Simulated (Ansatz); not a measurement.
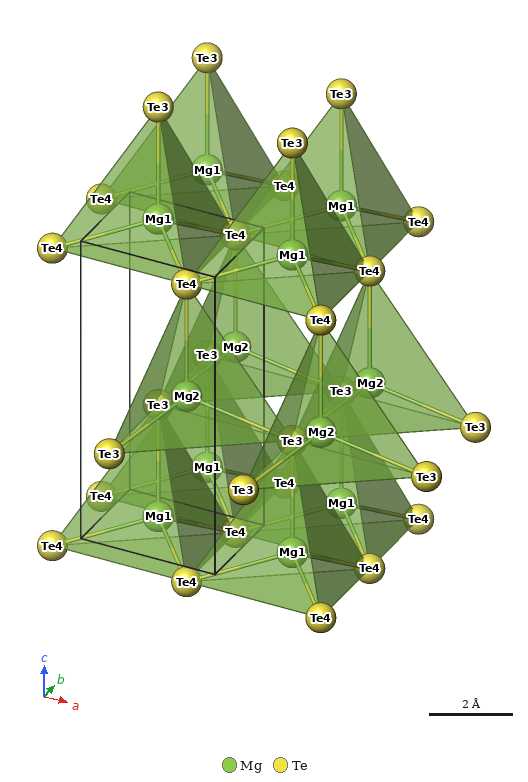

Fig. 1: The structure (polyhedral view of the cell of the calculation, repeated 2 × 2 × 1, seen slightly off an axis; polyhedra are completed across the faces of the cell; atoms are numbered from 1 in the order of the input).

**What a change does: band-structure calculation on MgTe**

System: MgTe (P6₃mc, 4 atoms in the cell).
Method of run A: DFT, r2SCAN, plane waves, PAW, no spin polarisation (Ansatz 0.2.0).

The structure derives from an entry of the Crystallography Open Database. The geometry comes from this level: r2SCAN. Text and figures count atoms from 1; the logs count them from 0 in places.

### Input, run A
```yaml
crystal:
  lattice:
    - [4.5775104299, 0.0, 0.0]
    - [-2.288755215, 3.9642403184, 0.0]
    - [0.0, 0.0, 7.4555752177]
  atoms:
    - { symbol: Mg, position: [0.3333333333, 0.6666666667, 0.004397735] }
    - { symbol: Mg, position: [0.6666666667, 0.3333333333, 0.504397735] }
    - { symbol: Te, position: [0.3333333333, 0.6666666667, 0.380602265] }
    - { symbol: Te, position: [0.6666666667, 0.3333333333, 0.880602265] }
kpoints:
  mp_grid: { grid: [6, 6, 4] }
  band_path:
    path:
      - [0.0, 0.0, 0.0]
      - [0.5, 0.0, 0.0]
      - [0.3333333333, 0.3333333333, 0.0]
      - [0.0, 0.0, 0.5]
      - [0.5, 0.0, 0.5]
      - [0.3333333333, 0.3333333333, 0.5]
      - [-0.010417, 0.005208, 0.0]
    npoints: 1
hamiltonian:
  xc: r2scan
scf:
  occupations: { method: fixed }
  n_extra_bands: 5
output:
  forces: true
  stress: true
  eigenvalues: true
```

Launched with:
```bash
ansatz run input.yaml --threads 2 --pin off --max-ram 2764MiB --backend cpu --events-out ev --progress --plain --runs-dir out
```

Hardware: 2 threads of Arm Neoverse V1, 24 GiB of memory available, shared host.

### Output, shortened to warnings, some set-up lines, iterations and results (run A)
```
Basis set: ecut = 500 eV, 3417 PW (Γ), exchange–correlation on 144×144×240 points (64 copies of the dense FFT grid, shifted against one another)
Symmetry: 12 space group operations
k-points: 21 of 144 (time reversal used)
Initial density: superposition of atomic densities (neutral atoms: chi_scale 0, normalization atom), corrected by the library's trained network
[...]
SCF iter   1: F=—  HF=-17846.661603 eV  |F-HF|=—  |Δ(HF+E_count)|=         —  Δρ=4.56e-3  dr2=1.30e-2  dr2_τ=3.33e-3  ethr=1.77e-3  ⟨swp⟩=5.0  Hψ=2362  notcnv=0  defer=57
SCF iter   2: F=—  HF=-17846.702393 eV  |F-HF|=—  |Δ(HF+E_count)|=   4.08e-2  Δρ=2.08e-3  dr2=5.73e-3  dr2_τ=8.70e-5  ethr=2.51e-5  ⟨swp⟩=3.0  Hψ=1452  notcnv=0  defer=61
SCF iter   3: F=—  HF=-17846.703094 eV  |F-HF|=—  |Δ(HF+E_count)|=   7.01e-4  Δρ=5.95e-4  dr2=7.30e-4  dr2_τ=1.39e-5  ethr=1.10e-5  ⟨swp⟩=3.0  Hψ=1220  notcnv=0  defer=61
SCF iter   4: F=—  HF=-17846.703158 eV  |F-HF|=—  |Δ(HF+E_count)|=   6.34e-5  Δρ=1.01e-4  dr2=2.14e-5  dr2_τ=1.70e-7  ethr=1.40e-6  ⟨swp⟩=2.0  Hψ=802  notcnv=0  defer=61
SCF iter   5: F=—  HF=-17846.703145 eV  |F-HF|=—  |Δ(HF+E_count)|=   1.24e-5  Δρ=2.07e-5  dr2=7.08e-7  dr2_τ=2.18e-8  ethr=4.12e-8  ⟨swp⟩=2.0  Hψ=798  notcnv=0  defer=23
SCF iter   6: F=-17846.703145 eV  HF=-17846.703145 eV  |F-HF|=5.22e-8  |Δ(HF+E_count)|=   2.36e-7  Δρ=6.44e-6  dr2=6.36e-8  dr2_τ=9.17e-10  ethr=1.92e-10  ⟨swp⟩=12.3  Hψ=3921 …
SCF 1 converged in 6 iterations: F = -17846.703145 eV  dr2 = 6.36e-8
NSCF: frozen V_eff on 7 k-points
SCF converged after 6 iterations
Free energy (F): -17846.703145 eV
Harris-Foulkes:  -17846.703145 eV  (|F-HF|=5.22e-8)
Internal energy: -17846.703145 eV  (E = F + TS)
E sigma→0 (E₀):  -17846.703145 eV
Fermi energy:    4.050987 eV
--- Per-component energies (eV) ---
  E_band       = -1391.837307
  E_kinetic    = 511.438937
  E_local      = -6639.739245  (includes V_loc(G=0)·N_el)
  E_nonlocal   = -427.862593
  E_hartree    = 3160.763161
  E_xc         = -284.812855
  E_vxc        = -301.924711  (∫ρ·V_xc dr)
  E_paw        = -9967.715120  (= ΣΔE_a)
  E_vpaw       = -873.909668  (= ΣTr[D̂ρ^β])
  E_aug_tail   = -0.000083  (compensation charges beyond the density's cutoff)
  E_vtau       = 18.638317  (kinetic-family band-sum trace: ∫τ·v_τ [+ j·A + Jᵃ·Aᵃ] dr)
  E_ewald      = -4199.292642
  E_core_change = 0.517295  (= ΣΔE_core)
  E_smearing   = -0.000000  (= −TS)
  E_closure    = 0.000000  (closes the sum)
  Σ components = -17846.703145   (vs F -17846.703145, Δ=0.00e0)
--- Forces (eV/Å), atoms counted from 1 ---
  atom   1  Mg     0.00000000    -0.00000000    -0.00000802
  atom   2  Mg     0.00000000     0.00000000    -0.00000802
  atom   3  Te     0.00000000     0.00000000    -0.00004348
  atom   4  Te    -0.00000000    -0.00000000    -0.00004348
  max |Σ_I F_I| component: 1.03e-4 eV/Å
--- Stress (GPa, compression-positive) ---
       -0.010300      -0.000000       0.000000
       -0.000000      -0.010300      -0.000000
        0.000000       0.000000      -0.009743
  P = ⅓ Tr σ = -0.0101 GPa (-0.101 kbar)
```

For run B the input was changed thus:
```diff
-  xc: r2scan
+  xc: pbe
```

Predict how the results change.

The total energies belong to different methods, so their difference says nothing on which is more stable or more accurate. The gap on the mesh goes from 3.16 to 2.46 eV. The pressure goes from −0.01 to 0.69 GPa. The functional changes from r2SCAN to PBE. The SCF takes 7 iterations against 6. The default cutoff goes from 500 to 420 eV with the change. The plane waves at Γ go from 3417 to 2647. On the same kind of shared host run B took about 0.5 times as long.

### Output, shortened to warnings, some set-up lines, iterations and results (run B)
```
Basis set: ecut = 420 eV, 2647 PW (Γ), exchange–correlation on 64×64×100 points (8 copies of the dense FFT grid, shifted against one another)
Symmetry: 12 space group operations
k-points: 21 of 144 (time reversal used)
Initial density: superposition of atomic densities (neutral atoms: chi_scale 0, normalization atom), corrected by the library's trained network
[...]
SCF iter   1: F=—  HF=-17811.047516 eV  |F-HF|=—  |Δ(HF+E_count)|=         —  Δρ=8.18e-4  dr2=1.82e-3  ethr=1.77e-3  ⟨swp⟩=5.0  Hψ=2527  notcnv=0  defer=58
SCF iter   2: F=—  HF=-17811.044519 eV  |F-HF|=—  |Δ(HF+E_count)|=   3.00e-3  Δρ=5.17e-4  dr2=7.82e-4  ethr=3.49e-6  ⟨swp⟩=2.5  Hψ=1280  notcnv=0  defer=61
SCF iter   3: F=—  HF=-17811.044445 eV  |F-HF|=—  |Δ(HF+E_count)|=   7.37e-5  Δρ=2.46e-4  dr2=6.23e-5  ethr=1.50e-6  ⟨swp⟩=2.0  Hψ=1178  notcnv=0  defer=61
SCF iter   4: F=—  HF=-17811.044418 eV  |F-HF|=—  |Δ(HF+E_count)|=   2.71e-5  Δρ=1.06e-4  dr2=1.48e-5  ethr=1.20e-7  ⟨swp⟩=2.0  Hψ=1132  notcnv=0  defer=53
SCF iter   5: F=—  HF=-17811.044419 eV  |F-HF|=—  |Δ(HF+E_count)|=   6.24e-7  Δρ=2.39e-5  dr2=8.33e-7  ethr=2.84e-8  ⟨swp⟩=2.0  Hψ=1176  notcnv=0  defer=61
SCF iter   6: F=—  HF=-17811.044419 eV  |F-HF|=—  |Δ(HF+E_count)|=   4.96e-7  Δρ=1.05e-5  dr2=1.44e-7  ethr=1.60e-9  ⟨swp⟩=2.0  Hψ=1134  notcnv=0  defer=61
SCF iter   7: F=-17811.044419 eV  HF=-17811.044419 eV  |F-HF|=1.20e-9  |Δ(HF+E_count)|=   3.80e-8  Δρ=1.45e-6  dr2=3.55e-9  ethr=1.92e-10  ⟨swp⟩=12.5  Hψ=3602  notcnv=0
SCF 1 converged in 7 iterations: F = -17811.044419 eV  dr2 = 3.55e-9
NSCF: frozen V_eff on 7 k-points
SCF converged after 7 iterations
Free energy (F): -17811.044419 eV
Harris-Foulkes:  -17811.044419 eV  (|F-HF|=1.20e-9)
Internal energy: -17811.044419 eV  (E = F + TS)
E sigma→0 (E₀):  -17811.044419 eV
Fermi energy:    4.304441 eV
--- Per-component energies (eV) ---
  E_band       = -1337.267038
  E_kinetic    = 512.670996
  E_local      = -6637.334497  (includes V_loc(G=0)·N_el)
  E_nonlocal   = -428.225289
  E_hartree    = 3159.196442
  E_xc         = -306.451384
  E_vxc        = -282.985220  (∫ρ·V_xc dr)
  E_paw        = -9911.607691  (= ΣΔE_a)
  E_vpaw       = -819.783695  (= ΣTr[D̂ρ^β])
  E_aug_tail   = -0.000355  (compensation charges beyond the density's cutoff)
  E_ewald      = -4199.292642
  E_smearing   = -0.000000  (= −TS)
  E_closure    = -0.000000  (closes the sum)
  Σ components = -17811.044419   (vs F -17811.044419, Δ=0.00e0)
--- Forces (eV/Å), atoms counted from 1 ---
  atom   1  Mg    -0.00000000    -0.00000000    -0.00202624
  atom   2  Mg     0.00000000     0.00000000    -0.00202624
  atom   3  Te     0.00000000     0.00000000     0.00204092
  atom   4  Te    -0.00000000    -0.00000000     0.00204092
  max |Σ_I F_I| component: 2.94e-5 eV/Å
--- Stress (GPa, compression-positive) ---
        0.697578       0.000000       0.000000
       -0.000000       0.697578       0.000000
        0.000000      -0.000000       0.667026
  P = ⅓ Tr σ = 0.6874 GPa (6.874 kbar)
```

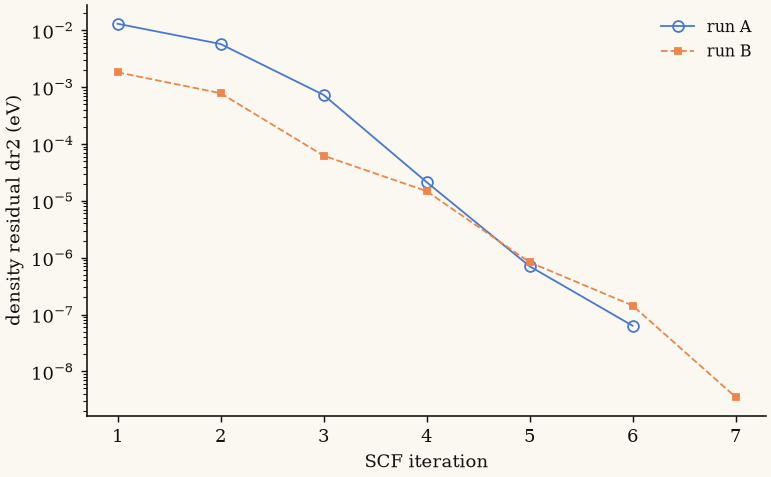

Fig. 2: Convergence of the two runs: density residual dr2 against the SCF iteration. Run A takes 6 iterations in all, and run B takes 7.

### The two runs side by side

| quantity | run A | run B |
| --- | --- | --- |
| outcome | converged | converged |
| free energy per atom (eV) | −4461.6758 | −4452.7611 |
| gap on the mesh (eV) | 3.16 | 2.46 |
| pressure (GPa) | −0.01 | 0.69 |
| largest force (eV/Å) | 0.000 | 0.002 |
| SCF iterations | 6 | 7 |
| irreducible k-points | 21 | 21 |
| plane waves at Γ | 3417 | 2647 |
| wall time (shared host) | 12 s | 6 s |
